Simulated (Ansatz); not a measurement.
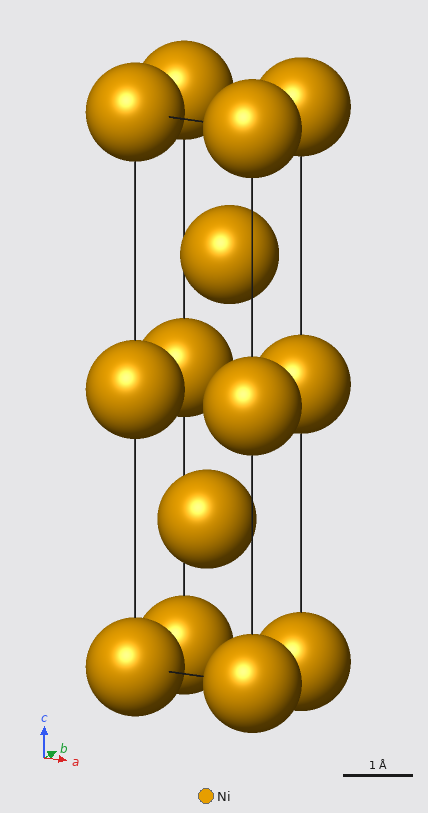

The crystal in a spheres-only representation, seen slightly off an axis. Atoms at the boundary of the conventional unit cell (the box) are drawn once for each face, edge or corner they touch. Cell: a = 2.485 Å, b = 2.485 Å, c = 8.155 Å, α = 90.00°, β = 90.00°, γ = 120.00°.

In words:

The element is nickel. It takes space group P6_3/mmc (No. 194) on a primitive hexagonal lattice. This arrangement goes by the name double hexagonal close-packed (α-La type). The cell holds four atoms. About every Ni there are twelve Ni at about 2.5 Å.

The structure comes from a structure listed in the Materials Project, with elements exchanged, so it need not be a known form of the compound. A relaxation with DFT PBE, scalar-relativistic, plane waves, PAW (Ansatz 0.2.0) gave the geometry drawn.
